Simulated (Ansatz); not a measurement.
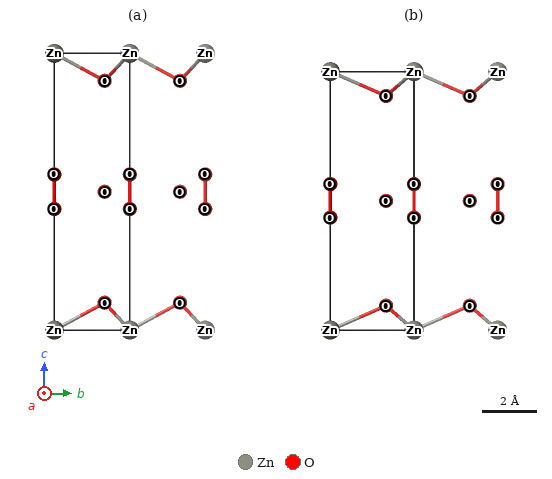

The structure of solid ZnO5 (a generated structure, set up in P-6m2) before (left) and after (right) a relaxation, at one scale.

The picture is a ball-and-stick view of the cell of the calculation, repeated 1 × 2 × 1 with one cell outlined, seen along the a axis.

The calculation used DFT PBE, scalar-relativistic, plane waves, PAW in Ansatz 0.2.0.

Input file:
```yaml
crystal:
  lattice:
    - [3.2707960678, 0.0, 0.0]
    - [-1.6353980339, 2.8325924853, 0.0]
    - [0.0, 0.0, 10.3879387046]
  atoms:
    - { symbol: Zn, position: [0.0, 0.0, 0.0] }
    - { symbol: O, position: [0.3333333333, 0.6666666667, 0.9010494539], spin: 0.98 }
    - { symbol: O, position: [0.3333333333, 0.6666666667, 0.0989505461], spin: 0.98 }
    - { symbol: O, position: [0.0, 0.0, 0.5623187661] }
    - { symbol: O, position: [0.3333333333, 0.6666666667, 0.5] }
    - { symbol: O, position: [0.0, 0.0, 0.4376812339] }
basis:
  ecutwfc: 420
kpoints:
  mp_grid: { grid: [12, 12, 4] }
hamiltonian:
  xc: pbe
scf:
  occupations: { method: gaussian, width: 0.1 }
output:
  forces: true
  stress: true
  eigenvalues: true
  populations: true
  write_density: true
  write_potential: true
  elf: true
  volumetric_format: npy
magnetization:
  spin_polarized: true
relax:
  adjacent_minimum: "off"
  f_tol: 0.01
  max_steps: 80
  cell: { stress_tol: 0.05 }
```

Command:
```bash
ansatz run input.yaml --threads 1 --pin off --max-ram 2560MiB --backend cpu --events-out ev --progress --plain --runs-dir out
```

**Summarise the run.**

The run was cut off at its time limit before the relaxation converged, so the last structure is only a point on the way. Over 5 geometry steps the energy falls by 0.880 eV per cell of the calculation. Largest force component: 0.28 eV/Å at the start, 2.6 eV/Å at the end. Pressure: 0.42 GPa at the start and −6.41 GPa at the end. The largest moves relative to the cell, 0.045 Å, are those of O2 and O3. O2 goes along +c. Zn stays in place. The volume changes by +14.9 %, with a = b 3.271 → 3.627 Å (+10.9 %), c 10.388 → 9.706 Å (−6.6 %). Among the contacts that change: Zn1–O2 2.150 → 2.285 Å, O4–O6 1.295 → 1.256 Å. Among the angles between lasting bonds that change: Zn1–O3–Zn1 99.0° → 105.0°, O2–Zn1–O2 99.0° → 105.0°, O2–Zn1–O3 127.9° → 125.5°. The space group stays P-6m2 (No. 187). The run took 28 min on 1 thread of Arm Neoverse N1, on a shared host, peak memory 0.86 GiB.

Limits of the set-up: layers or molecules are held without a dispersion correction, so their spacing is unreliable.
